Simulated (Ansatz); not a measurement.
**Mg$_{2}$Si: geometry relaxation (part 2 of 3)**

The same run, continued: Mg$_{2}$Si (slab, 18 atoms in the cell); DFT PBE+D3(BJ), scalar-relativistic, plane waves, PAW, no spin polarisation (Ansatz 0.2.0); cutoff 420 eV, 2×3×1 k-mesh, Gaussian smearing of 0.05 eV. The structure derives from an entry of the Crystallography Open Database. The input holds or restrains some coordinates. Forces given for the steps count only the free coordinates. It belongs to a series of runs on one base structure; here: clean slab, lower planes held.

Geometry of the input (Å; fractional positions):
```
8.8723  0.0000  0.0000
0.0000  6.2737  0.0000
0.0000  0.0000  20.4362
Mg 0.5000  0.7500  0.3915
Mg 0.0000  0.7500  0.3915
Mg 0.5000  0.2500  0.3915
Mg 0.0000  0.2500  0.3915
Si 0.2500  0.5000  0.3915
Si 0.7500  0.5000  0.3915
Mg 0.7500  0.2500  0.5000
Mg 0.2500  0.2500  0.5000
Mg 0.7500  0.7500  0.5000
Mg 0.2500  0.7500  0.5000
Si 0.5000  0.0000  0.5000
Si 0.0000  0.0000  0.5000
Mg 0.0000  0.7500  0.6085
Mg 0.5000  0.7500  0.6085
Mg 0.0000  0.2500  0.6085
Mg 0.5000  0.2500  0.6085
Si 0.7500  0.5000  0.6085
Si 0.2500  0.5000  0.6085
```

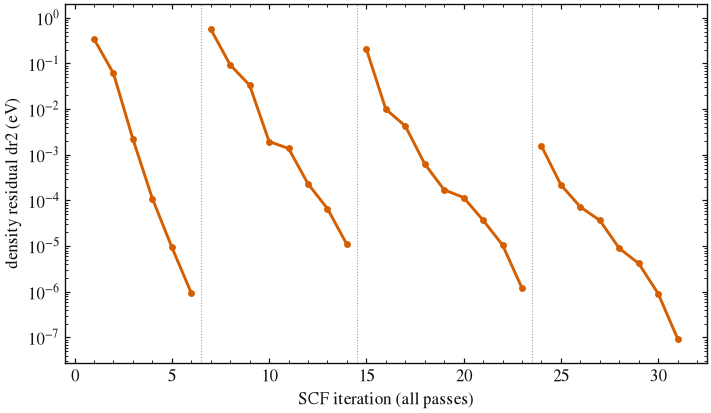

*Convergence of the self-consistent field: density residual dr2 against the SCF iteration. The dotted lines part the SCF passes of the relaxation: geometry steps, rejected trials and re-solves on a re-selected basis.*

The passes take 6, 8, 9 and 8 iterations.

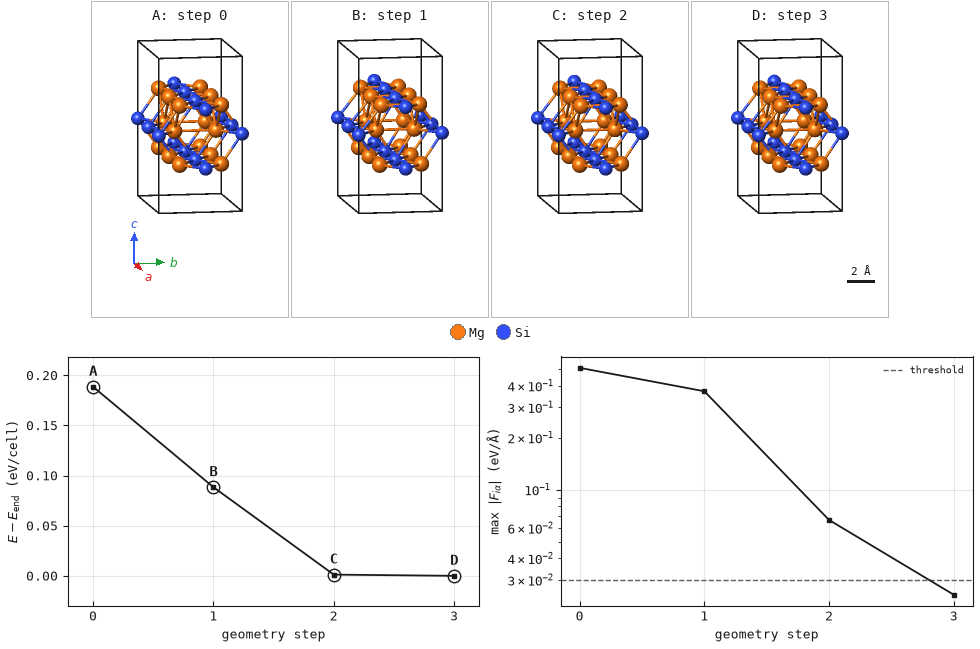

*Frames of the restrained relaxation (ball-and-stick view of the cell of the calculation, with the vacuum cut short, with bonded neighbours outside it, seen slightly off an axis) above the curves, on which the letters mark them (the first geometry is step 0 here and step 1 in the log).*

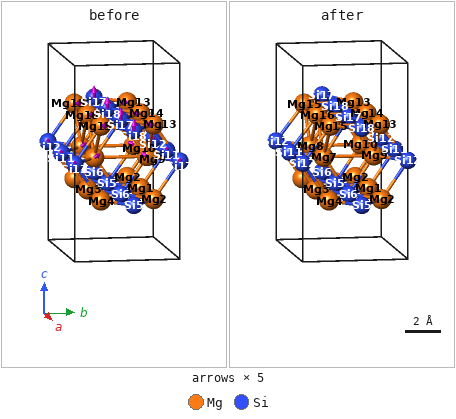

*Before (left) and after (right) the restrained relaxation, at one scale (ball-and-stick view of the cell of the calculation, with the vacuum cut short, with bonded neighbours outside it, seen slightly off an axis). The pink arrows give the displacements, magnified 5 times.*

The energy falls by 0.189 eV per cell of the calculation in 3 geometry steps. Largest force component: 0.51 eV/Å at the start, 0.025 eV/Å at the end. The largest moves, 0.14 Å, are those of Si17 and Si18. By element the largest moves are Si 0.14 Å, Mg 0.10 Å. The cell doesn't change. Among the contacts that change: Mg13–Mg15 3.137 → 2.938 Å, Mg7–Mg9 3.137 → 2.985 Å, Mg13–Si17 2.717 → 2.664 Å, Mg10–Si11 2.717 → 2.761 Å. Among the angles that change: Mg13–Si17–Mg16 180.0° → 173.8°, Mg7–Si17–Mg9 70.5° → 65.6°, Mg7–Si17–Mg13 109.5° → 104.7°. (Atoms are counted from 1 in the order of the input.)

```
WARN: The input density's exchange-correlation potential varies sharply where the density is thin. Do not read a vacuum level from v_tot or v_xc, or from such a field of the output density. On a cell that repeats whose density bears no net charge and no dipole along the vacuum's axis use v_es (v_loc + v_h of the components); under efield.dipole_correction with no amplitude use v_es + v_field, which holds any external_charges[].barrier, or the levels of the report's work_function block, which leave it out; under a non-zero efield.amplitude the vacuum is tilted and has no level; on a cell that repeats and bears such a dipole with no correction it is tilted too, and efield.dipole_correction with no amplitude gives each side of its ramp a level where efield: is served; in a cell that repeats whose density bears a net charge (total_charge, or a fill off its count) it is curved and has none; of a slab under crystal.periodic whose density bears no net charge use v_es, which has a level on each side, short of where the two are joined; of another it falls or rises all the way out and has none; of a slab beside external_charges read slab_vacuum_level instead, which it has where they leave it neutral. The grid or the basis barely resolves most such structure, and the values can differ between equally converged runs; as a rule a tighter scf.convergence.dr2_threshold does not remove it. Where the density itself ripples (under the LDA too) a higher basis.ecutwfc lessens it. The files hold the spikes' plane waves up to the density's cutoff. Files: v_tot and the like, and their columns of v_z.tsv (output.write_potential); v_xc and the like, and their columns of v_comp_z.tsv (output.write_potential_components); where files of the output density stand in their place, no point of their own thin density is over the threshold below, and this is of outcome.potential() and, of a run that writes arrays (npy), the arrays of these names. Measured: with its Gaussian average of σ = 0.25 Å subtracted twice, the exchange-correlation potential is over 0.1 eV at 8 of the grid points where the equally averaged density (valence and model cores) is under 1e-3 e/Å³, and 0.101 eV at the most among them, at an averaged density of 3.5e-8 e/Å³. See output.write_potential in the manual, Limitations
SCF converged after 8 iterations
Free energy (F): -26900.512204 eV
Harris-Foulkes:  -26900.512204 eV  (|F-HF|=3.68e-8)
Internal energy: -26900.488425 eV  (E = F + TS)
E sigma→0 (E₀):  -26900.500314 eV
Entropy (-TS):   -0.023779 eV (-1.321 meV/atom)
Fermi energy:    -0.675081 eV
Dipole field:    D = -0.002747 V/Å  (p = -0.017265 e·Å, saw-weighted, corrected)
Work function:   Φ+ = 4.0943 eV   Φ− = 4.0382 eV
Levels:          The Fermi level and band energies are counted from a zero that moves with the ramp; work functions are not
--- Per-component energies (eV) ---
  E_band       = -5152.546883
  E_kinetic    = 1133.242824
  E_local      = -74297.713724  (includes V_loc(G=0)·N_el)
  E_nonlocal   = 1303.234388
  E_hartree    = 33887.853079
  E_xc         = -668.047318
  E_vxc        = -714.688420  (∫ρ·V_xc dr)
  E_paw        = -6585.634199  (= ΣΔE_a)
  E_vpaw       = -352.310346  (= ΣTr[D̂ρ^β])
  E_aug_tail   = 0.000018  (compensation charges beyond the density's cutoff)
  E_efield     = 0.000024  (sawtooth field / dipole correction)
  E_vefield    = 0.008596  (∫n·V_field dr)
  E_ewald      = 18330.242526
  E_disp       = -3.666042  (pairwise vdW)
  E_smearing   = -0.023779  (= −TS)
  E_closure    = -0.000000  (closes the sum)
  Σ components = -26900.512204   (vs F -26900.512204, Δ=0.00e0)
--- Forces (eV/Å), atoms counted from 1 ---
  atom   1  Mg    -0.00000000    -0.52582007     0.11420900
  atom   2  Mg    -0.00000000    -0.52582007     0.11420900
  atom   3  Mg    -0.00000000     0.52582007     0.11420900
  atom   4  Mg     0.00000000     0.52582007     0.11420900
  atom   5  Si    -0.00000000    -0.00000000    -0.22831161
  atom   6  Si    -0.00000000    -0.00000000    -0.22831161
  atom   7  Mg     0.00000000    -0.00548044    -0.01099521
  atom   8  Mg     0.00000000    -0.00548044    -0.01099521
  atom   9  Mg    -0.00000000     0.00548044    -0.01099521
  atom  10  Mg     0.00000000     0.00548044    -0.01099521
  atom  11  Si     0.00000000     0.00000000     0.00387185
  atom  12  Si     0.00000000     0.00000000     0.00387185
  atom  13  Mg    -0.00000000    -0.00185944    -0.00326768
  atom  14  Mg     0.00000000    -0.00185944    -0.00326768
  atom  15  Mg     0.00000000     0.00185944    -0.00326768
  atom  16  Mg    -0.00000000     0.00185944    -0.00326768
  atom  17  Si     0.00000000     0.00000000     0.02460554
  atom  18  Si     0.00000000     0.00000000     0.02460554
  max |Σ_I F_I| component: 1.16e-4 eV/Å
--- Band table (eV) ---
  k-point 0: bands = ["-76.7807", "-76.7807", "-76.7794", "-76.7794", "-76.7650", "-76.7649", "-76.7632", "-76.7632", "-76.2409", "-76.2409", "-76.2394", "-76.2394", "-43.5834", "-43.5834", "-43.5772", "-43.5772", "-43.5751", "-43.5751", "-43.5649", "-43.5649", "-43.5264", "-43.5264", "-43.5121", "-43.5121", "-43.5106", "-43.5106", "-43.5054", "-43.5051", "-43.5034", "-43.5032", "-43.4943", "-43.4943", "-43.4837", "-43.4834", "-43.4810", "-43.4808", "-43.0055", "-43.0055", "-43.0035", "-43.0032", "-43.0012", "-43.0010", "-42.9873", "-42.9872", "-42.9849", "-42.9848", "-42.9818", "-42.9818", "-9.3410", "-8.2760", "-8.1168", "-7.8057", "-7.6180", "-7.3275", "-4.7808", "-4.4678", "-4.1977", "-4.1910", "-3.6727", "-3.2226", "-3.1271", "-2.8158", "-2.5449", "-2.3623", "-2.1182", "-1.9691", "-1.8588", "-1.6733", "-1.1832", "-1.1026", "-0.7688", "-0.7183", "-0.6875", "-0.5725", "0.2546", "0.2553", "0.4452", "0.7268", "1.1876", "1.2940", "1.5215", "1.7112", "1.8772", "1.8860", "2.2736", "2.3794", "2.6317", "2.6549", "2.9753", "3.0618"]
  k-point 1: bands = ["-76.7804", "-76.7804", "-76.7797", "-76.7797", "-76.7648", "-76.7648", "-76.7634", "-76.7633", "-76.2407", "-76.2407", "-76.2396", "-76.2396", "-43.5817", "-43.5817", "-43.5785", "-43.5785", "-43.5735", "-43.5735", "-43.5660", "-43.5660", "-43.5227", "-43.5227", "-43.5148", "-43.5148", "-43.5099", "-43.5098", "-43.5049", "-43.5046", "-43.5039", "-43.5037", "-43.4970", "-43.4970", "-43.4834", "-43.4831", "-43.4813", "-43.4811", "-43.0031", "-43.0028", "-43.0017", "-43.0014", "-43.0014", "-43.0014", "-42.9869", "-42.9869", "-42.9859", "-42.9859", "-42.9853", "-42.9852", "-9.0468", "-8.2005", "-8.1925", "-8.0141", "-7.7215", "-7.2944", "-4.8825", "-4.6777", "-4.5962", "-4.4060", "-4.2019", "-3.2615", "-2.8309", "-2.5573", "-2.4192", "-2.3860", "-1.9871", "-1.8402", "-1.6768", "-1.3550", "-1.2260", "-1.1922", "-1.0152", "-0.6738", "-0.6515", "-0.0255", "0.5042", "0.6352", "0.7932", "0.8049", "1.4457", "1.5430", "1.7160", "1.9004", "2.1313", "2.2677", "2.2717", "2.5789", "2.7337", "2.8185", "2.9215", "3.1916"]
  k-point 2: bands = ["-76.7807", "-76.7807", "-76.7794", "-76.7794", "-76.7650", "-76.7650", "-76.7632", "-76.7632", "-76.2409", "-76.2409", "-76.2394", "-76.2394", "-43.5834", "-43.5834", "-43.5772", "-43.5772", "-43.5751", "-43.5751", "-43.5649", "-43.5649", "-43.5264", "-43.5264", "-43.5121", "-43.5121", "-43.5106", "-43.5106", "-43.5052", "-43.5052", "-43.5033", "-43.5033", "-43.4943", "-43.4943", "-43.4835", "-43.4835", "-43.4809", "-43.4809", "-43.0055", "-43.0055", "-43.0034", "-43.0034", "-43.0011", "-43.0011", "-42.9872", "-42.9872", "-42.9849", "-42.9849", "-42.9818", "-42.9818", "-8.9787", "-8.9787", "-7.8003", "-7.8003", "-7.5293", "-7.5293", "-4.0528", "-4.0528", "-3.9185", "-3.9185", "-3.9033", "-3.9033", "-2.7682", "-2.7682", "-2.4817", "-2.4817", "-2.4501", "-2.4501", "-2.3738", "-2.3738", "-1.4263", "-1.4263", "-1.2105", "-1.2105", "-0.3319", "-0.3319", "0.9372", "0.9372", "1.2329", "1.2329", "1.6128", "1.6128", "1.6374", "1.6374", "1.9632", "1.9632", "2.2094", "2.2094", "2.9429", "2.9429", "3.0985", "3.0985"]
  k-point 3: bands = ["-76.7804", "-76.7804", "-76.7797", "-76.7797", "-76.7648", "-76.7648", "-76.7634", "-76.7634", "-76.2407", "-76.2407", "-76.2396", "-76.2396", "-43.5817", "-43.5817", "-43.5785", "-43.5785", "-43.5735", "-43.5735", "-43.5660", "-43.5660", "-43.5227", "-43.5227", "-43.5148", "-43.5148", "-43.5099", "-43.5099", "-43.5048", "-43.5048", "-43.5038", "-43.5038", "-43.4970", "-43.4970", "-43.4832", "-43.4832", "-43.4812", "-43.4812", "-43.0029", "-43.0029", "-43.0015", "-43.0015", "-43.0014", "-43.0014", "-42.9869", "-42.9869", "-42.9859", "-42.9859", "-42.9852", "-42.9852", "-8.7201", "-8.7201", "-7.9446", "-7.9446", "-7.7162", "-7.7162", "-4.2741", "-4.2741", "-4.1883", "-4.1883", "-3.5820", "-3.5820", "-3.2343", "-3.2343", "-2.9539", "-2.9539", "-2.0445", "-2.0445", "-1.5997", "-1.5997", "-1.4156", "-1.4156", "-1.1012", "-1.1012", "-0.2995", "-0.2995", "0.7033", "0.7033", "1.3201", "1.3201", "1.7451", "1.7451", "2.3383", "2.3383", "2.7577", "2.7577", "2.8668", "2.8668", "2.9456", "2.9456", "3.2540", "3.2540"]
--- Relaxed structure (4 steps of the walk, 4 accepted, 0 SCFs on fresh bases) ---
  F+E_penalty+E_count = -26900.51220376 eV   max|allowed force component| = 2.461e-2 eV/Å
  atoms:
    - { symbol: Mg, position: [0.49999999999999994, 0.7499999999999998, 0.3914631369999999] }
    - { symbol: Mg, position: [0.0, 0.7499999999999998, 0.3914631369999999] }
    - { symbol: Mg, position: [0.49999999999999994, 0.24999999999999994, 0.3914631369999999] }
    - { symbol: Mg, position: [0.0, 0.24999999999999994, 0.3914631369999999] }
    - { symbol: Si, position: [0.24999999999999997, 0.4999999999999999, 0.3914631369999999] }
    - { symbol: Si, position: [0.7499999999999999, 0.4999999999999999, 0.3914631369999999] }
    - { symbol: Mg, position: [0.7499999999999999, 0.2621336457808909, 0.5022128025957964] }
    - { symbol: Mg, position: [0.24999999999999997, 0.2621336457808909, 0.5022128025957964] }
    - { symbol: Mg, position: [0.7499999999999999, 0.7378663542191088, 0.5022128025957964] }
    - { symbol: Mg, position: [0.24999999999999997, 0.7378663542191088, 0.5022128025957964] }
    - { symbol: Si, position: [0.49999999999999994, 3.3489883629926584e-19, 0.501852062605235] }
    - { symbol: Si, position: [3.364618374004592e-34, 3.3489883629926584e-19, 0.501852062605235] }
    - { symbol: Mg, position: [5.318267752458871e-34, 0.7341746620196766, 0.6083774253012589] }
    - { symbol: Mg, position: [0.49999999999999994, 0.7341746620196766, 0.6083774253012589] }
    - { symbol: Mg, position: [-2.1707215316158658e-35, 0.2658253379803232, 0.6083774253012589] }
    - { symbol: Mg, position: [0.49999999999999994, 0.2658253379803232, 0.6083774253012589] }
    - { symbol: Si, position: [0.7499999999999999, 0.4999999999999999, 0.6154571104312482] }
    - { symbol: Si, position: [0.24999999999999997, 0.4999999999999999, 0.6154571104312482] }
```

## Trajectory as extended XYZ (Å, eV, eV/Å), 4 frames, from step=1 to step=4
```
18
Lattice="8.8723 0.0000 0.0000 0.0000 6.2737 0.0000 0.0000 0.0000 20.4362" Properties=species:S:1:pos:R:3:forces:R:3 step=1 energy=-26900.32366
Mg    4.4362    4.7052    8.0000    0.0000  -0.5079  -0.0416
Mg    0.0000    4.7052    8.0000    0.0000  -0.5079  -0.0416
Mg    4.4362    1.5684    8.0000    0.0000   0.5079  -0.0416
Mg    0.0000    1.5684    8.0000    0.0000   0.5079  -0.0416
Si    2.2181    3.1368    8.0000    0.0000   0.0000  -0.2271
Si    6.6542    3.1368    8.0000    0.0000   0.0000  -0.2271
Mg    6.6542    1.5684   10.2181    0.0000   0.3578   0.0000
Mg    2.2181    1.5684   10.2181    0.0000   0.3578   0.0000
Mg    6.6542    4.7052   10.2181    0.0000  -0.3578   0.0000
Mg    2.2181    4.7052   10.2181    0.0000  -0.3578   0.0000
Si    4.4362    0.0000   10.2181    0.0000   0.0000   0.0000
Si    0.0000    0.0000   10.2181    0.0000   0.0000   0.0000
Mg    0.0000    4.7052   12.4362    0.0000  -0.5079   0.0416
Mg    4.4362    4.7052   12.4362    0.0000  -0.5079   0.0416
Mg    0.0000    1.5684   12.4362    0.0000   0.5079   0.0416
Mg    4.4362    1.5684   12.4362    0.0000   0.5079   0.0416
Si    6.6542    3.1368   12.4362    0.0000   0.0000   0.2271
Si    2.2181    3.1368   12.4362    0.0000   0.0000   0.2271
```
